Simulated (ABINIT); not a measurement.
**Phonons q calculation of Li**

System: Li (Im-3m, 1 atom in the cell).
Method: Kohn-Sham DFT of a periodic cell, LDA, PseudoDojo NC SR LDA v0.4.1 standard, no spin polarisation (ABINIT 10.8.3).

The structure derives from an entry of the Crystallography Open Database.

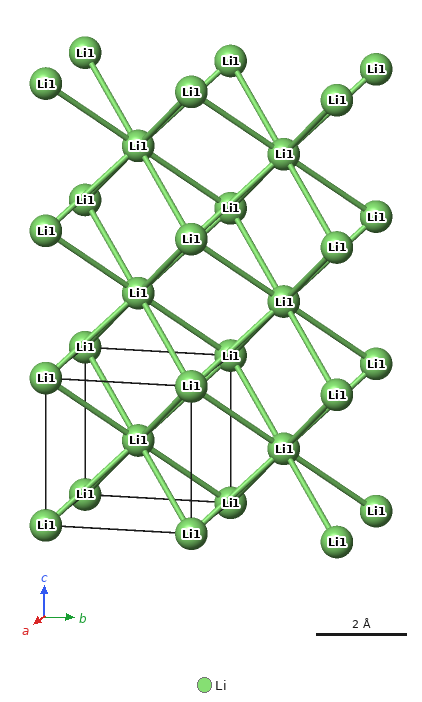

Figure 1. The structure as given in the input (ball-and-stick view of the cell 2 times as large as that of the calculation, set on its symmetry axes, repeated 1 × 2 × 3, seen slightly off an axis; atoms are numbered from 1 in the order of the input). An atom can appear more than once, as a periodic image.

**Input file**
```
ndtset 2

pp_dirpath "./"
pseudos "Li.upf"

acell 5.5106997746 5.5106997746 5.5106997746
rprim
    -0.5773502692     0.5773502692     0.5773502692
     0.5773502692    -0.5773502692     0.5773502692
     0.5773502692     0.5773502692    -0.5773502692
ntypat 1
znucl 3
natom 1
typat 1
chkprim 0
chksymtnons 0
tolsym 1.0e-6
xred
            0.0            0.0            0.0

ecut 37.0
ecutsm 0.5

ngkpt 12 12 12
nshiftk 1
shiftk 0.0 0.0 0.0

ixc 7

nband 10
occopt 3
tsmear 0.1 eV

nstep 80

prteig 0
prtebands 0
prtwf 0
prtden 0
prtpot 0

kptopt1 1
tolvrs1 1.0e-15
prtwf1 1
tolwfr1 1.0e-14
nbdbuf1 4
nline1 6

rfphon2 1
rfatpol2 1 1
rfdir2 1 1 1
getwfk2 1
kptopt2 3
nqpt2 1
qpt2 1/2 -1/2 1/2
tolvrs2 1.0e-8
```

Command:
```bash
abinit run.abi > log 2>&1
```

**The program's output**
```
.Version 10.8.3 of ABINIT
 DATASET    1 : space group Im -3 m (#229); Bravais cI (body-center cubic)
================================================================================
 Values of the parameters that define the memory need for DATASET  1.
     intxc =       0    ionmov =       0      iscf =       7    lmnmax =       4
     lnmax =       4     mgfft =      32  mpssoang =       2    mqgrid =    3001
     natom =       1  nloc_mem =       1    nspden =       1   nspinor =       1
    nsppol =       1      nsym =      48    n1xccc =       0    ntypat =       1
    occopt =       3   xclevel =       1
       mpw =        1417          nfft =       32768          nkpt =          72
================================================================================
================================================================================

 DATASET    2 : space group Im -3 m (#229); Bravais cI (body-center cubic)
================================================================================
 Values of the parameters that define the memory need for DATASET  2 (RF).
     intxc =       0      iscf =       7    lmnmax =       4     lnmax =       4
     mgfft =      32  mpssoang =       2    mqgrid =    3001     natom =       1
  nloc_mem =       1    nspden =       1   nspinor =       1    nsppol =       1
      nsym =      48    n1xccc =       0    ntypat =       1    occopt =       3
   xclevel =       1
      nfft =       32768          nkpt =        1728
================================================================================
================================================================================

--------------------------------------------------------------------------------
------------- Echo of variables that govern the present computation ------------
--------------------------------------------------------------------------------
 -outvars: echo values of preprocessed input variables --------
            acell      5.5106997746E+00  5.5106997746E+00  5.5106997746E+00 Bohr
              amu      6.94100000E+00
          chkprim           0
      chksymtnons           0
             ecut      3.70000000E+01 Hartree
           ecutsm      5.00000000E-01 Hartree
           getwfk1          0
           getwfk2          1
                       outvar_i_n : Printing only first  50 k-points.
              ixc           7
           jdtset        1    2
                       outvar_i_n : Printing only first  50 k-points.
           kptopt1          1
           kptopt2          3
         kptrlatt       12    0    0      0   12    0      0    0   12
          kptrlen      6.61283973E+01
            natom           1
            nband1         10
            nband2         10
           nbdbuf1          4
           nbdbuf2          2
           ndtset           2
            ngfft          32      32      32
             nkpt1         72
             nkpt2       1728
            nline1          6
            nline2          4
             nqpt1          0
             nqpt2          1
            nstep          80
             nsym          48
           ntypat           1
                       prtocc : prtvol=0, do not print more k-points.
                       prtocc : prtvol=0, do not print more k-points.
           occopt           3
        optdriver1          0
        optdriver2          1
           prtden           0
        prtebands           0
           prteig           0
            prtwf1          1
            prtwf2          0
              qpt1     0.00000000E+00  0.00000000E+00  0.00000000E+00
              qpt2     5.00000000E-01 -5.00000000E-01  5.00000000E-01
           rfphon1          0
           rfphon2          1
            rprim     -5.7735026920E-01  5.7735026920E-01  5.7735026920E-01
                       5.7735026920E-01 -5.7735026920E-01  5.7735026920E-01
                       5.7735026920E-01  5.7735026920E-01 -5.7735026920E-01
          spgroup         229
           tolsym      1.00000000E-06
           tolvrs1     1.00000000E-15
           tolvrs2     1.00000000E-08
           tolwfr1     1.00000000E-14
           tolwfr2     0.00000000E+00
           tsmear      3.67493222E-03 Hartree
            typat      1
                       outvars : Printing only first  50 k-points.
            znucl        3.00000

================================================================================

 chkinp: Checking input parameters for consistency, jdtset=   1.

 chkinp: Checking input parameters for consistency, jdtset=   2.

================================================================================
== DATASET  1 ==================================================================

--- !DatasetInfo
iteration_state: {dtset: 1, }
dimensions: {natom: 1, nkpt: 72, mband: 10, nsppol: 1, nspinor: 1, nspden: 1, mpw: 1417, }
cutoff_energies: {ecut:  37.0, pawecutdg:  -1.0, }
electrons: {nelect:   3.00000000E+00, charge:   0.00000000E+00, occopt:   3.00000000E+00, tsmear:   3.67493222E-03, }
meta: {optdriver: 0, ionmov: 0, optcell: 0, iscf: 7, paral_kgb: 0, }
...

 Exchange-correlation functional for the present dataset will be:
  LDA: Perdew-Wang 92 LSD fit to Ceperley-Alder data - ixc=7
  J.P.Perdew and Y.Wang, PRB 45, 13244 (1992)

 Real(R)+Recip(G) space primitive vectors, cartesian coordinates (Bohr,Bohr^-1):
 R(1)= -3.1816040  3.1816040  3.1816040  G(1)=  0.0000000  0.1571534  0.1571534
 R(2)=  3.1816040 -3.1816040  3.1816040  G(2)=  0.1571534  0.0000000  0.1571534
 R(3)=  3.1816040  3.1816040 -3.1816040  G(3)=  0.1571534  0.1571534  0.0000000
 Unit cell volume ucvol=  1.2882447E+02 bohr^3
 Angles (23,13,12)=  1.09471221E+02  1.09471221E+02  1.09471221E+02 degrees

 getcut: wavevector=  0.0000  0.0000  0.0000  ngfft=  32  32  32
         ecut(hartree)=     37.000   => boxcut(ratio)=   2.12276

--- Pseudopotential description ------------------------------------------------
- pspini: atom type   1  psp file is ./Li.upf
   3.00000   3.00000  180309                  znucl, zion, pspdat
12 -1012 1 -1 1944                            pspcod,pspxc,lmax,lloc,mmax
     nproj     2     2

   7.84245757E+00                                ecore*ucvol(ha*bohr**3)
--------------------------------------------------------------------------------

================================================================================

--- !BeginCycle
iteration_state: {dtset: 1, }
solver: {iscf: 7, nstep: 80, nline: 6, wfoptalg: 0, }
tolerances: {tolwfr: 1.00E-14, tolvrs: 1.00E-15, }
...

     iter   Etot(hartree)      deltaE(h)  residm     vres2
 ETOT  1  -7.1140014128059    -7.114E+00 2.305E-02 1.204E-01
 ETOT  2  -7.1161911462510    -2.190E-03 2.314E-08 1.257E-03
 ETOT  3  -7.1161911816865    -3.544E-08 6.456E-09 4.205E-05
 ETOT  4  -7.1161911843182    -2.632E-09 1.393E-09 5.664E-07
 ETOT  5  -7.1161911843292    -1.100E-11 8.117E-12 1.365E-08
 ETOT  6  -7.1161911843295    -3.180E-13 2.500E-13 1.742E-10
 ETOT  7  -7.1161911843295     8.882E-15 7.731E-15 6.955E-13
 ETOT  8  -7.1161911843298    -2.771E-13 7.960E-15 1.454E-15
 ETOT  9  -7.1161911843290     7.603E-13 7.979E-15 6.589E-18

 At SCF step    9  max residual=  7.98E-15 < tolwfr=  1.00E-14 AND vres2   =  6.59E-18 < tolvrs=  1.00E-15 =>converged.

 Cartesian components of stress tensor (hartree/bohr^3)
  sigma(1 1)=  3.80800034E-07  sigma(3 2)=  0.00000000E+00
  sigma(2 2)=  3.80800034E-07  sigma(3 1)=  0.00000000E+00
  sigma(3 3)=  3.80800034E-07  sigma(2 1)=  0.00000000E+00

--- !ResultsGS
iteration_state: {dtset: 1, }
comment   : Summary of ground state results
lattice_vectors:
- [ -3.1816040,   3.1816040,   3.1816040, ]
- [  3.1816040,  -3.1816040,   3.1816040, ]
- [  3.1816040,   3.1816040,  -3.1816040, ]
lattice_lengths: [   5.51070,    5.51070,    5.51070, ]
lattice_angles: [109.471, 109.471, 109.471, ] # degrees, (23, 13, 12)
lattice_volume:   1.2882447E+02
convergence: {deltae:  7.603E-13, res2:  6.589E-18, residm:  7.979E-15, diffor: null, }
etotal    :  -7.11619118E+00
entropy   :   0.00000000E+00
fermie    :   1.69630013E-02
cartesian_stress_tensor: # hartree/bohr^3
- [  3.80800034E-07,   0.00000000E+00,   0.00000000E+00, ]
- [  0.00000000E+00,   3.80800034E-07,   0.00000000E+00, ]
- [  0.00000000E+00,   0.00000000E+00,   3.80800034E-07, ]
pressure_GPa:  -1.1204E-02
xred      :
- [  0.0000E+00,   0.0000E+00,   0.0000E+00, Li]
cartesian_forces: # hartree/bohr
- [ -0.00000000E+00,  -0.00000000E+00,  -0.00000000E+00, ]
force_length_stats: {min:   0.00000000E+00, max:   0.00000000E+00, mean:   0.00000000E+00, }
...

 Integrated electronic density in atomic spheres:
 ------------------------------------------------
 Atom  Sphere_radius  Integrated_density
    1        2.00000          2.20333899
================================================================================

 ----iterations are completed or convergence reached----

 Mean square residual over all n,k,spin=   31.351E-16; max=  79.790E-16
 reduced coordinates (array xred) for    1 atoms
       0.000000000000      0.000000000000      0.000000000000
 rms dE/dt=  0.0000E+00; max dE/dt=  0.0000E+00; dE/dt below (all hartree)
    1       0.000000000000      0.000000000000      0.000000000000

 cartesian coordinates (angstrom) at end:
    1      0.00000000000000     0.00000000000000     0.00000000000000

 cartesian forces (hartree/bohr) at end:
    1     -0.00000000000000    -0.00000000000000    -0.00000000000000
 frms,max,avg= 0.0000000E+00 0.0000000E+00   0.000E+00  0.000E+00  0.000E+00 h/b

 cartesian forces (eV/Angstrom) at end:
    1     -0.00000000000000    -0.00000000000000    -0.00000000000000
 frms,max,avg= 0.0000000E+00 0.0000000E+00   0.000E+00  0.000E+00  0.000E+00 e/A
 length scales=  5.510699774600  5.510699774600  5.510699774600 bohr
              =  2.916136734868  2.916136734868  2.916136734868 angstroms
 Fermi (or HOMO) energy (hartree) =   0.01696   Average Vxc (hartree)=  -0.26637
 Eigenvalues (hartree) for nkpt=  72  k points:
 kpt#   1, nband= 10, wtk=  0.00058, kpt=  0.0000  0.0000  0.0000 (reduced coord)
  -1.65627   -0.11434    0.56732    0.56732    0.56732    0.75730    0.75730    0.75730
   0.79558    0.79558
      occupation numbers for kpt#   1
   2.00000    2.00000    0.00000    0.00000    0.00000    0.00000    0.00000    0.00000
   0.00000    0.00000
 prteigrs : prtvol=0 or 1, do not print more k-points.

--- !EnergyTerms
iteration_state     : {dtset: 1, }
comment             : Components of total free energy in Hartree
kinetic             :  5.14556006447232E+00
hartree             :  1.75002700208807E+00
xc                  : -1.57578568569304E+00
Ewald energy        : -2.57363118277795E+00
psp_core            :  6.08770802505792E-02
local_psp           : -5.40931969889304E+00
non_local_psp       : -4.51322948642633E+00
internal            : -7.11550190697939E+00
'-kT*entropy'       : -6.89277349622364E-04
total_energy        : -7.11619118432901E+00
total_energy_eV     : -1.93641426917022E+02
band_energy         : -3.34399288609676E+00
...

 Cartesian components of stress tensor (hartree/bohr^3)
  sigma(1 1)=  3.80800034E-07  sigma(3 2)=  0.00000000E+00
  sigma(2 2)=  3.80800034E-07  sigma(3 1)=  0.00000000E+00
  sigma(3 3)=  3.80800034E-07  sigma(2 1)=  0.00000000E+00

-Cartesian components of stress tensor (GPa)         [Pressure= -1.1204E-02 GPa]
- sigma(1 1)=  1.12035238E-02  sigma(3 2)=  0.00000000E+00
- sigma(2 2)=  1.12035238E-02  sigma(3 1)=  0.00000000E+00
- sigma(3 3)=  1.12035238E-02  sigma(2 1)=  0.00000000E+00

================================================================================
== DATASET  2 ==================================================================

--- !DatasetInfo
iteration_state: {dtset: 2, }
dimensions: {natom: 1, nkpt: 1728, mband: 10, nsppol: 1, nspinor: 1, nspden: 1, mpw: 1417, }
cutoff_energies: {ecut:  37.0, pawecutdg:  -1.0, }
electrons: {nelect:   3.00000000E+00, charge:   0.00000000E+00, occopt:   3.00000000E+00, tsmear:   3.67493222E-03, }
meta: {optdriver: 1, rfphon: 1, }
...

 mkfilename : getwfk/=0, take file _WFK from output of DATASET   1.

 Exchange-correlation functional for the present dataset will be:
  LDA: Perdew-Wang 92 LSD fit to Ceperley-Alder data - ixc=7
  J.P.Perdew and Y.Wang, PRB 45, 13244 (1992)

 Real(R)+Recip(G) space primitive vectors, cartesian coordinates (Bohr,Bohr^-1):
 R(1)= -3.1816040  3.1816040  3.1816040  G(1)=  0.0000000  0.1571534  0.1571534
 R(2)=  3.1816040 -3.1816040  3.1816040  G(2)=  0.1571534  0.0000000  0.1571534
 R(3)=  3.1816040  3.1816040 -3.1816040  G(3)=  0.1571534  0.1571534  0.0000000
 Unit cell volume ucvol=  1.2882447E+02 bohr^3
 Angles (23,13,12)=  1.09471221E+02  1.09471221E+02  1.09471221E+02 degrees
 setup1 : take into account q-point for computing boxcut.

 getcut: wavevector=  0.5000 -0.5000  0.5000  ngfft=  32  32  32
         ecut(hartree)=     37.000   => boxcut(ratio)=   2.05656
--------------------------------------------------------------------------------

 ==>  initialize data related to q vector <==

 The list of irreducible perturbations for this q vector is:
    1)    idir= 1    ipert=   1

================================================================================

 The perturbation idir=   2  ipert=   1 is
 symmetric of a previously calculated perturbation.
 So, its SCF calculation is not needed.

 The perturbation idir=   3  ipert=   1 is
 symmetric of a previously calculated perturbation.
 So, its SCF calculation is not needed.

--------------------------------------------------------------------------------
 Perturbation wavevector (in red.coord.)   0.500000 -0.500000  0.500000
 Perturbation : displacement of atom   1   along direction   1
 Found     2 symmetries that leave the perturbation invariant.
 symkpt : the number of k-points, thanks to the symmetries,
 is reduced to   936 .

--------------------------------------------------------------------------------

--------------------------------------------------------------------------------

 dfpt_looppert : total number of electrons, from k and k+q
  fully or partially occupied states are    3.000000E+00 and    3.000000E+00.
 Initialisation of the first-order wave-functions :
  ireadwf=   0

--- !BeginCycle
iteration_state: {dtset: 2, }
solver: {iscf: 7, nstep: 80, nline: 4, wfoptalg: 0, }
tolerances: {tolvrs: 1.00E-08, }
...

     iter   2DEtotal(Ha)        deltaE(Ha) residm    vres2
-ETOT  1   1.1301709415079     -1.043E+03 1.227E+01 8.679E+00
 ETOT  2  0.93403141975455     -1.961E-01 4.883E-03 1.513E+00
 ETOT  3  0.93384809456779     -1.833E-04 1.009E-05 2.327E-01
 ETOT  4  0.93380912854991     -3.897E-05 1.630E-07 4.120E-03
 ETOT  5  0.93380855217265     -5.764E-07 9.104E-09 3.006E-04
 ETOT  6  0.93380847699564     -7.518E-08 4.882E-10 9.472E-07
 ETOT  7  0.93380847682920     -1.664E-10 5.523E-12 1.994E-08
 ETOT  8  0.93380847681283     -1.637E-11 4.591E-14 8.698E-10

 At SCF step    8       vres2   =  8.70E-10 < tolvrs=  1.00E-08 =>converged.
================================================================================

 ----iterations are completed or convergence reached----

 Mean square residual over all n,k,spin=   63.947E-16; max=  45.907E-15

 2DEtotal=    0.9338084768E+00 Ha. Also 2DEtotal=    0.254102231423E+02 eV
    (2DErelax=   -1.0431139798E+03 Ha. 2DEnonrelax=    1.0440477883E+03 Ha)
    (  non-var. 2DEtotal :    9.3379817270E-01 Ha)

================================================================================

 ---- first-order wavefunction calculations are completed ----

 ==> Compute Derivative Database <==

  Dynamical matrix, in cartesian coordinates,
   if specified in the inputs, asr has been imposed
     j1       j2             matrix element
  dir pert dir pert     real part    imaginary part

   1    1   1    1         0.0307496033        -0.0000007638

   2    1   2    1         0.0307496033        -0.0000007638

   3    1   3    1         0.0307496033        -0.0000007638

  Phonon wavevector (reduced coordinates) :  0.50000 -0.50000  0.50000
 Phonon energies in Hartree :
   1.558937E-03  1.558937E-03  1.558937E-03
 Phonon frequencies in cm-1    :
   3.421472E+02  3.421472E+02  3.421472E+02

== END DATASET(S) ==============================================================
================================================================================

 -outvars: echo values of variables after computation  --------
            acell      5.5106997746E+00  5.5106997746E+00  5.5106997746E+00 Bohr
           etotal1    -7.1161911843E+00
           etotal2     9.3380847681E-01
            fcart1    -0.0000000000E+00 -0.0000000000E+00 -0.0000000000E+00
            fcart2     0.0000000000E+00  0.0000000000E+00  0.0000000000E+00
            rprim     -5.7735026920E-01  5.7735026920E-01  5.7735026920E-01
                       5.7735026920E-01 -5.7735026920E-01  5.7735026920E-01
                       5.7735026920E-01  5.7735026920E-01 -5.7735026920E-01
           strten1     3.8080003446E-07  3.8080003446E-07  3.8080003446E-07
                       0.0000000000E+00  0.0000000000E+00  0.0000000000E+00
           strten2     0.0000000000E+00  0.0000000000E+00  0.0000000000E+00
                       0.0000000000E+00  0.0000000000E+00  0.0000000000E+00
 Calculation completed.
```

**Key numbers**

- outcome: converged
- space group (tolerance 0.01 Å): Im-3m (229)
- electrons treated: 3
- free energy: −193.6414 eV
- gap on the k-point mesh: none (metallic)
- pressure: −0.01 GPa
- largest force (length of the vector): under 0.001 eV/Å
- hardware: 1 thread of Arm Neoverse V1, 112 GiB of memory available, shared host
- wall time: 3.6 min
- peak memory: 0.69 GiB

**Remarks**

Further notes kept with the run: chneut/=0 not allowed with q/=0 => chneut reset to 0 locally; asr/=0 not allowed with q/=0 => asr reset to 0 locally.
